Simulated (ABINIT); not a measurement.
# Run report: Li2S, oneshot calculation

- system: Li2S (Fm-3m, 3 atoms in the cell)
- method: Kohn-Sham DFT of a periodic cell, SCAN, PseudoDojo NC SR PBE v0.5 stringent (ABINIT 10.8.3)

The structure derives from an entry of the Crystallography Open Database.

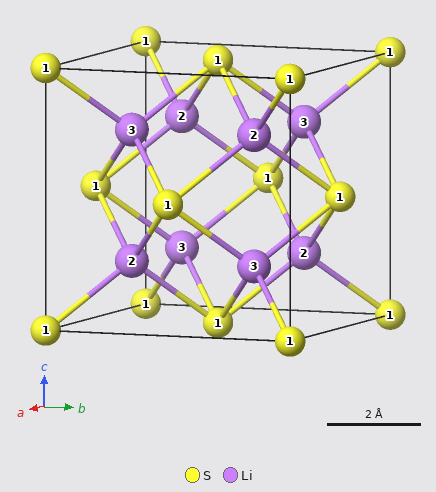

Figure 1. The input geometry (ball-and-stick view of the cell 4 times as large as that of the calculation, set on its symmetry axes, seen slightly off an axis; atoms are numbered from 1 in the order of the input). Near neighbours in the crystal (not all of them lie inside the picture): S has 8 Li at 2.46 Å; Li has 4 S at 2.46 Å.

## Input
```
ndtset 3

pp_dirpath "./"
pseudos "S.upf, Li.upf"

structure "poscar:POSCAR"
natom 3

ecut 53.0

kptopt 1
ngkpt 6 6 6
nshiftk 1
shiftk 0.0 0.0 0.0
istwfk *1

ixc -263267
usekden 1
nc_xccc_gspace 1
boxcutmin 3.0

occopt 1

nstep 80
diemac 6.0

iomode 3
prteig 0
prtebands 0

nband1 6
tolvrs1 1.0e-12
prtden1 1
prtwf1 0
prtkden1 1

iscf2 -2
getden2 1
getkden2 1
nband2 18
nbdbuf2 4
tolwfr2 1.0e-12
nstep2 120
prtden2 0

optdriver3 4
getwfk3 2
nband3 14
ecutsigx3 53.0
ecutwfn3 53.0
symsigma3 1
gwcalctyp3 15
ixc_sigma3 -427
getden3 1
fftgw3 01
gw_qprange3 -10
```

## File POSCAR
```
Li2S
1.0
    0.0000000000      2.8445000000      2.8445000000
    2.8445000000      0.0000000000      2.8445000000
    2.8445000000      2.8445000000      0.0000000000
S Li
1 2
Direct
    0.0000000000      0.0000000000      0.0000000000  S
    0.7500000000      0.7500000000      0.7500000000  Li
    0.2500000000      0.2500000000      0.2500000000  Li
```

Run on 1 thread of Arm Neoverse V2, 24 GiB of memory available, shared host.

Command:
```bash
abinit run.abi > log 2>&1
```

## What the program printed
```
.Version 10.8.3 of ABINIT
 DATASET    1 : space group Fm -3 m (#225); Bravais cF (face-center cubic)
================================================================================
 Values of the parameters that define the memory need for DATASET  1.
     intxc =       0    ionmov =       0      iscf =       7    lmnmax =       6
     lnmax =       6     mgfft =      80  mpssoang =       3    mqgrid =    3001
     natom =       3  nloc_mem =       1    nspden =       1   nspinor =       1
    nsppol =       1      nsym =      48    n1xccc =    2501    ntypat =       2
    occopt =       1   xclevel =       2
       mpw =        5769          nfft =      512000          nkpt =          16
================================================================================
================================================================================

 DATASET    2 : space group Fm -3 m (#225); Bravais cF (face-center cubic)
================================================================================
 Values of the parameters that define the memory need for DATASET  2.
     intxc =       0    ionmov =       0      iscf =      -2    lmnmax =       6
     lnmax =       6     mgfft =      80  mpssoang =       3    mqgrid =    3001
     natom =       3  nloc_mem =       1    nspden =       1   nspinor =       1
    nsppol =       1      nsym =      48    n1xccc =    2501    ntypat =       2
    occopt =       1   xclevel =       2
       mpw =        5769          nfft =      512000          nkpt =          16
================================================================================
================================================================================

 DATASET    3 : space group Fm -3 m (#225); Bravais cF (face-center cubic)
================================================================================
 Values of the parameters that define the memory need for DATASET  3.
     intxc =       0    ionmov =       0      iscf =       7    lmnmax =       6
     lnmax =       6     mgfft =      80  mpssoang =       3    mqgrid =    3001
     natom =       3  nloc_mem =       1    nspden =       1   nspinor =       1
    nsppol =       1      nsym =      48    n1xccc =    2501    ntypat =       2
    occopt =       1   xclevel =       2
       mpw =        5769          nfft =      512000          nkpt =          16
================================================================================
================================================================================

--------------------------------------------------------------------------------
------------- Echo of variables that govern the present computation ------------
--------------------------------------------------------------------------------
 -outvars: echo values of preprocessed input variables --------
            acell      1.0000000000E+00  1.0000000000E+00  1.0000000000E+00 Bohr
              amu      3.20660000E+01  6.94100000E+00
        boxcutmin      3.00000000E+00
           diemac      6.00000000E+00
             ecut      5.30000000E+01 Hartree
         ecutsigx1     0.00000000E+00 Hartree
         ecutsigx2     0.00000000E+00 Hartree
         ecutsigx3     5.30000000E+01 Hartree
          ecutwfn1     0.00000000E+00 Hartree
          ecutwfn2     0.00000000E+00 Hartree
          ecutwfn3     5.30000000E+01 Hartree
            fftgw1         21
            fftgw2         21
            fftgw3          1
           getden1          0
           getden2          1
           getden3          1
          getkden1          0
          getkden2          1
          getkden3          1
           getwfk1          0
           getwfk2          0
           getwfk3          2
        gwcalctyp1          0
        gwcalctyp2          0
        gwcalctyp3         15
       gw_qprange1          0
       gw_qprange2          0
       gw_qprange3        -10
             iscf1          7
             iscf2         -2
             iscf3          7
              ixc     -263267
        ixc_sigma1          1
        ixc_sigma2          1
        ixc_sigma3       -427
           jdtset        1    2    3
                       outvar_i_n : Printing only first  50 k-points.
         kptrlatt        6    0    0      0    6    0      0    0    6
          kptrlen      4.56111533E+01
            natom           3
            nband1          6
            nband2         18
            nband3         14
          nbandhf           6
           nbdbuf1          0
           nbdbuf2          4
           nbdbuf3          0
   nc_xccc_gspace           1
           ndtset           3
            ngfft          80      80      80
             nkpt          16
           nkpthf         216
          npwsigx1          0
          npwsigx2          0
          npwsigx3       5769
            nstep1         80
            nstep2        120
            nstep3         80
             nsym          48
           ntypat           2
        optdriver1          0
        optdriver2          0
        optdriver3          4
           prtden1          1
           prtden2          0
           prtden3          1
        prtebands           0
           prteig           0
          prtkden           1
            prtwf1          0
            prtwf2          1
            prtwf3          1
            rprim      0.0000000000E+00  5.3753259651E+00  5.3753259651E+00
                       5.3753259651E+00  0.0000000000E+00  5.3753259651E+00
                       5.3753259651E+00  5.3753259651E+00  0.0000000000E+00
          spgroup         225
           tolvrs1     1.00000000E-12
           tolvrs2     0.00000000E+00
           tolvrs3     0.00000000E+00
           tolwfr1     0.00000000E+00
           tolwfr2     1.00000000E-12
           tolwfr3     0.00000000E+00
            typat      1  2  2
          usefock1          0
          usefock2          0
          usefock3          1
          usekden           1
           xangst      0.0000000000E+00  0.0000000000E+00  0.0000000000E+00
                       4.2667500000E+00  4.2667500000E+00  4.2667500000E+00
                       1.4222500000E+00  1.4222500000E+00  1.4222500000E+00
            xcart      0.0000000000E+00  0.0000000000E+00  0.0000000000E+00
                       8.0629889477E+00  8.0629889477E+00  8.0629889477E+00
                       2.6876629826E+00  2.6876629826E+00  2.6876629826E+00
             xred      0.0000000000E+00  0.0000000000E+00  0.0000000000E+00
                       7.5000000000E-01  7.5000000000E-01  7.5000000000E-01
                       2.5000000000E-01  2.5000000000E-01  2.5000000000E-01
            znucl       16.00000    3.00000

================================================================================

 chkinp: Checking input parameters for consistency, jdtset=   1.

 chkinp: Checking input parameters for consistency, jdtset=   2.

 chkinp: Checking input parameters for consistency, jdtset=   3.

 chkint_prt: ERROR -
 Context: the value of the variable ixc is -263267.
  The value of the input variable optdriver is 4, while it must be
  different from one of the following: 3 4 99 5 10
  Action: you should change the input variables optdriver or ixc.

Checking consistency of input data against itself revealed some problem(s).
So, stopping. The details of the problem(s) are given in the error file or the standard output file (= "log" file).
In parallel, the details might not even be printed there. Then, try running in sequential to see the details.

--- !ERROR
message: |
    Checking consistency of input data against itself gave 1 inconsistency.
    The details of the problem can be FOUND ABOVE (or in output or log file).
    In parallel, the details might not even be printed there. Then, try running in sequential to see the details.
...
```

## What the run reported

```tsv
quantity	value
outcome	refused by the program
space group (tolerance 0.01 Å)	Fm-3m (225)
```

The program refused the input: “Context: the value of the variable ixc is -263267. The value of the input variable optdriver is 4, while it must be different from one of the following: 3 4 99 5 10 Action: you should change the input variables optdriver or ixc.”
